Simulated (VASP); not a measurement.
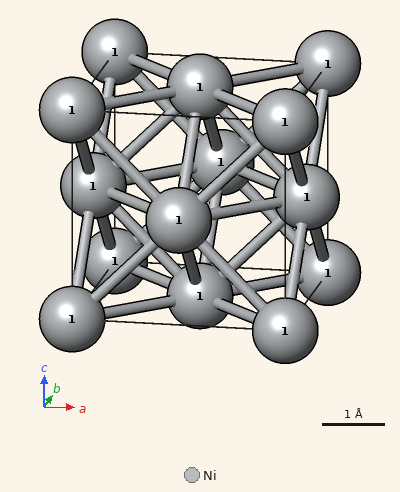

**Figure 1.** The starting structure (ball-and-stick view of the cell 4 times as large as that of the calculation, set on its symmetry axes, seen slightly off an axis; atoms are numbered from 1 in the order of the input). An atom can appear more than once, as a periodic image.

**Ni: geometry relaxation (part 1 of 2)**

- system: Ni (Fm-3m, 1 atom in the cell)
- method: Kohn-Sham DFT of a periodic cell, PBE, VASP PAW PBE potentials, recommended, spin-polarised (VASP 6.6.1)

The structure derives from an entry of the Crystallography Open Database.

OSZICAR:
```
N       E                     dE             d eps       ncg     rms          rms(c)
DAV:   1     0.232047771508E+02    0.23205E+02   -0.48498E+03  9376   0.143E+03
DAV:   2    -0.612373086897E+01   -0.29329E+02   -0.28345E+02  9330   0.168E+02
DAV:   3    -0.653238733474E+01   -0.40866E+00   -0.40786E+00 10698   0.264E+01
DAV:   4    -0.653635500368E+01   -0.39677E-02   -0.39672E-02 10551   0.228E+00
DAV:   5    -0.653645969637E+01   -0.10469E-03   -0.10469E-03 10558   0.320E-01    0.984E+00
RMM:   6    -0.584801165584E+01    0.68845E+00   -0.49365E+00  9216   0.396E+01    0.652E+00
RMM:   7    -0.552990842590E+01    0.31810E+00   -0.85120E-01  9216   0.172E+01    0.212E+00
RMM:   8    -0.551085773565E+01    0.19051E-01   -0.12824E-02  9532   0.140E+00    0.910E-01
RMM:   9    -0.550912355478E+01    0.17342E-02   -0.16027E-03  9760   0.566E-01    0.211E-01
RMM:  10    -0.550865364034E+01    0.46991E-03   -0.35682E-04  9380   0.329E-01    0.457E-02
RMM:  11    -0.550863355922E+01    0.20081E-04   -0.10179E-04  9856   0.125E-01    0.361E-02
RMM:  12    -0.550863660629E+01   -0.30471E-05   -0.21511E-05 10390   0.443E-02    0.143E-02
RMM:  13    -0.550863653418E+01    0.72112E-07   -0.25728E-06 10000   0.169E-02    0.360E-03
RMM:  14    -0.550863653656E+01   -0.23847E-08   -0.45315E-07  7820   0.699E-03
   1 F= -.55086365E+01 E0= -.54718706E+01  d E =-.550864E+01  mag=     0.6118
       N       E                     dE             d eps       ncg     rms          rms(c)
DAV:   1    -0.551269290693E+01   -0.40564E-02   -0.64935E-02 10090   0.434E+00    0.541E-01
RMM:   2    -0.551000694433E+01    0.26860E-02   -0.15839E-02  9216   0.217E+00    0.326E-01
RMM:   3    -0.550873494504E+01    0.12720E-02   -0.27406E-03  9216   0.990E-01    0.999E-02
RMM:   4    -0.550864545145E+01    0.89494E-04   -0.34873E-05  9289   0.725E-02    0.442E-02
RMM:   5    -0.550863870559E+01    0.67459E-05   -0.13187E-05  9347   0.617E-02    0.132E-02
RMM:   6    -0.550863687879E+01    0.18268E-05   -0.74828E-06  9371   0.481E-02    0.643E-03
RMM:   7    -0.550863650324E+01    0.37555E-06   -0.12257E-06  9668   0.134E-02    0.124E-03
RMM:   8    -0.550863644383E+01    0.59411E-07   -0.20628E-07  6810   0.565E-03
   2 F= -.55086364E+01 E0= -.54720160E+01  d E =0.927355E-07  mag=     0.6103
       N       E                     dE             d eps       ncg     rms          rms(c)
DAV:   1    -0.550973862038E+01   -0.11021E-02   -0.17032E-02 10194   0.223E+00    0.277E-01
RMM:   2    -0.550903381499E+01    0.70481E-03   -0.41346E-03  9216   0.111E+00    0.167E-01
RMM:   3    -0.550869688616E+01    0.33693E-03   -0.71375E-04  9216   0.506E-01    0.513E-02
RMM:   4    -0.550867349703E+01    0.23389E-04   -0.92226E-06  9288   0.371E-02    0.229E-02
RMM:   5    -0.550867219577E+01    0.13013E-05   -0.35153E-06  9343   0.318E-02    0.715E-03
RMM:   6    -0.550867224984E+01   -0.54062E-07   -0.15590E-06  9343   0.214E-02    0.292E-03
RMM:   7    -0.550867253989E+01   -0.29006E-06   -0.23809E-07  6890   0.518E-03    0.647E-04
RMM:   8    -0.550867258958E+01   -0.49685E-07   -0.39476E-08  6040   0.284E-03
   3 F= -.55086726E+01 E0= -.54719773E+01  d E =-.360530E-04  mag=     0.6111
```

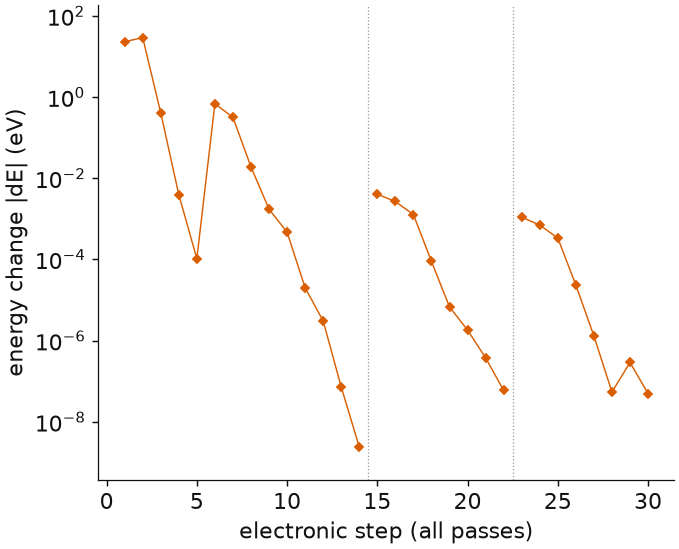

**Figure 2.** Convergence of the self-consistent field: energy change |dE| against the electronic step. Each stretch between dotted lines is the SCF of one geometry step of a relaxation. The 3 ionic steps take 8 to 14 electronic steps each. The density is held fixed in the first few steps, and dE rises again when its update begins.

Parts of OUTCAR:
```
SYSTEM = Ni
   EDIFF = 1E-7
   EDIFFG = -0.002
   ENCUT = 520
   GGA = PE
   IBRION = 2
   ISIF = 3
   ISMEAR = 0
   ISPIN = 2
   LASPH = .TRUE.
   LORBIT = 11
   LREAL = .FALSE.
   NELM = 150
   NSW = 80
   PREC = Accurate

 ion  position               nearest neighbor table
   1  0.000  0.000  0.000-

  LATTYP: Found a face centered cubic cell.
 ALAT       =     3.5238700000

  Lattice vectors:

 A1 = (   0.0000000000,   1.7619350000,   1.7619350000)
 A2 = (   1.7619350000,   0.0000000000,   1.7619350000)
 A3 = (   1.7619350000,   1.7619350000,   0.0000000000)

Analysis of symmetry for initial positions (statically):
=====================================================================
 Subroutine PRICEL returns:
 Original cell was already a primitive cell.

 Routine SETGRP: Setting up the symmetry group for a
 face centered cubic supercell.

 Subroutine GETGRP returns: Found 48 space group operations
 (whereof 48 operations were pure point group operations)
 out of a pool of 48 trial point group operations.

The static configuration has the point symmetry O_h .

Analysis of symmetry for dynamics (positions and initial velocities):
=====================================================================
 Subroutine PRICEL returns:
 Original cell was already a primitive cell.

 Routine SETGRP: Setting up the symmetry group for a
 face centered cubic supercell.

 Subroutine GETGRP returns: Found 48 space group operations
 (whereof 48 operations were pure point group operations)
 out of a pool of 48 trial point group operations.

The dynamic configuration has the point symmetry O_h .

Analysis of structural, dynamic, and magnetic symmetry:
=====================================================================
 Subroutine PRICEL returns:
 Original cell was already a primitive cell.

 Routine SETGRP: Setting up the symmetry group for a
 face centered cubic supercell.

 Subroutine GETGRP returns: Found 48 space group operations
 (whereof 48 operations were pure point group operations)
 out of a pool of 48 trial point group operations.

The overall configuration has the point symmetry O_h .

 Subroutine INISYM returns: Found 48 space group operations
 (whereof 48 operations are pure point group operations),
 and found     1 'primitive' translations

----------------------------------------------------------------------------------------

                                     Primitive cell

  volume of cell :      10.9396

  direct lattice vectors                    reciprocal lattice vectors
     0.000000000  1.761935000  1.761935000    -0.283778914  0.283778914  0.283778914
     1.761935000  0.000000000  1.761935000     0.283778914 -0.283778914  0.283778914
     1.761935000  1.761935000  0.000000000     0.283778914  0.283778914 -0.283778914

  length of vectors
     2.491752373  2.491752373  2.491752373     0.491519496  0.491519496  0.491519496

  position of ions in fractional coordinates (direct lattice)
     0.000000000  0.000000000  0.000000000

  ion indices of the primitive-cell ions
   primitive index   ion index
                 1           1

----------------------------------------------------------------------------------------

 KPOINTS: k-points

Automatic generation of k-mesh.
 Grid dimensions read from file:
 generate k-points for:   20   20   20

 Generating k-lattice:

  Cartesian coordinates                     Fractional coordinates (reciprocal lattice)
    -0.014188946  0.014188946  0.014188946     0.050000000  0.000000000  0.000000000
     0.014188946 -0.014188946  0.014188946     0.000000000  0.050000000  0.000000000
     0.014188946  0.014188946 -0.014188946     0.000000000  0.000000000  0.050000000

  Length of vectors
     0.024575975  0.024575975  0.024575975

  Shift w.r.t. Gamma in fractional coordinates (k-lattice)
     0.000000000  0.000000000  0.000000000

 Subroutine IBZKPT returns following result:
 ===========================================

 Found    256 irreducible k-points:

 Following reciprocal coordinates:
            Coordinates               Weight
  0.000000  0.000000  0.000000      1.000000
  0.050000  0.000000  0.000000      8.000000
  0.100000  0.000000  0.000000      8.000000
  0.150000  0.000000  0.000000      8.000000
  0.200000  0.000000  0.000000      8.000000
  0.250000  0.000000  0.000000      8.000000
  0.300000  0.000000  0.000000      8.000000
  0.350000  0.000000  0.000000      8.000000
  0.400000  0.000000  0.000000      8.000000
  0.450000  0.000000  0.000000      8.000000
  0.500000  0.000000  0.000000      4.000000
  0.050000  0.050000  0.000000      6.000000
  0.100000  0.050000  0.000000     24.000000
  0.150000  0.050000  0.000000     24.000000
  0.200000  0.050000  0.000000     24.000000
  0.250000  0.050000  0.000000     24.000000
  0.300000  0.050000  0.000000     24.000000
  0.350000  0.050000  0.000000     24.000000
  0.400000  0.050000  0.000000     24.000000
  0.450000  0.050000  0.000000     24.000000
  0.500000  0.050000  0.000000     24.000000
 -0.450000  0.050000  0.000000     24.000000
 -0.400000  0.050000  0.000000     24.000000
 -0.350000  0.050000  0.000000     24.000000
 [... further k-points ...]
   k-points           NKPTS =    256   k-points in BZ     NKDIM =    256   number of bands    NBANDS=      9
   number of dos      NEDOS =    301   number of ions     NIONS =      1
   total plane-waves  NPLWV =   8000
   dimension x,y,z NGX =    20 NGY =   20 NGZ =   20
   dimension x,y,z NGXF=    40 NGYF=   40 NGZF=   40
   ions per type =               1
   NGX,Y,Z   is equivalent  to a cutoff of  13.34, 13.34, 13.34 a.u.
   NGXF,Y,Z  is equivalent  to a cutoff of  26.69, 26.69, 26.69 a.u.
 SYSTEM =  Ni
   PREC   = accura    normal or accurate (medium, high low for compatibility)
   ISTART =      0    job   : 0-new  1-cont  2-samecut
   ICHARG =      2    charge: 1-file 2-atom 10-const
   ISPIN  =      2    spin polarized calculation?
   LNONCOLLINEAR =      F non collinear calculations
   LSORBIT =      F    spin-orbit coupling
   LASPH  =      T    aspherical Exc in radial PAW
   ENCUT  =  520.0 eV  38.22 Ry    6.18 a.u.   4.63  4.63  4.63*2*pi/ulx,y,z
   NELM   =    150;   NELMIN=  2; NELMDL= -5     # of ELM steps
   EDIFF  = 0.1E-06   stopping-criterion for ELM
   LREAL  =      F    real-space projection
   EDIFFG = -.2E-02   stopping-criterion for IOM
   NSW    =     80    number of steps for IOM
   IBRION =      2    ionic relax: 0-MD 1-quasi-New 2-CG
   NFREE  =      1    steps in history (QN), initial steepest desc. (CG)
   ISIF   =      3    stress and relaxation
   ISYM   =      2    0-nonsym 1-usesym 2-fastsym
   POTIM  = 0.5000    time-step for ionic-motion
   TEBEG  =    0.0;   TEEND  =   0.0 temperature during run
   PSTRESS=    0.0 pullay stress
   NELECT =      10.0000    total number of electrons
   NUPDOWN=      -1.0000    fix difference up-down
   EMIN   =  10.00;   EMAX   =-10.00  energy-range for DOS
   EFERMI =   0.00;   METHOD = LEGACY
   ISMEAR =     0;   SIGMA  =   0.30  broadening in eV -4-tet -1-fermi 0-gaus
   EFERMI_NEDOS =   21; number of points for ismear=-14 and -15
   IALGO  =     68    algorithm
   IMIX   =      4    mixing-type and parameters
     AMIX     =   0.40;   BMIX     =  1.00
     AMIX_MAG =   1.60;   BMIX_MAG =  1.00
  volume/ion in A,a.u.               =      10.94        73.82
  Fermi-wavevector in a.u.,A,eV,Ry     =   1.588821  3.002436 34.345893  2.524352
  Thomas-Fermi vector in A             =   2.687765
   LORBIT       =     11    0 simple, 1 ext, 2 COOP (PROOUT), +10 PAW based schemes
   GGA     = PE    functional components
   LHFCALC =     F    Hartree Fock is set to
   AEXX    =    0.0000 exact exchange contribution
   IVDW    =     0    specifies the selected vdW correction
   LEPSILON=     F    determine dielectric tensor
   LRPA    =     F    only Hartree local field effects (RPA)
 conjugate gradient relaxation of ions
 spin polarized calculation
 RMM-DIIS sequential band-by-band and
 Gauss-broadening in eV      SIGMA  =   0.30
  energy-cutoff  :      520.00
  volume of cell :       10.94
 maximum number of plane-waves:       306
   NGX =  9   NGY =  9   NGZ =  9

--------------------------------------- Ionic step        1  -------------------------------------------

 number of electron      10.0000010 magnetization       0.6117821

 Free energy of the ion-electron system (eV)
  ---------------------------------------------------
  ext. energy  EPLUGINS =         0.00000000
  ---------------------------------------------------
  free energy    TOTEN  =        -5.50863654 eV

  energy without entropy =       -5.43510460  energy(sigma->0) =       -5.47187057

------------------------ aborting loop because EDIFF is reached ----------------------------------------

  FORCE on cell =-STRESS in cart. coord.  units (eV):
  Direction    XX          YY          ZZ          XY          YZ          ZX
  --------------------------------------------------------------------------------------
  -------------------------------------------------------------------------------------
  Total       -0.0323206     -0.0323206     -0.0323206      0.0000000      0.0000000      0.0000000
  in kB       -4.7335855     -4.7335855     -4.7335855      0.0000000      0.0000000      0.0000000
  external PRESSURE =      -4.7335855 kB  Pullay stress =       0.0000000 kB

 VOLUME and BASIS-vectors are now :
```
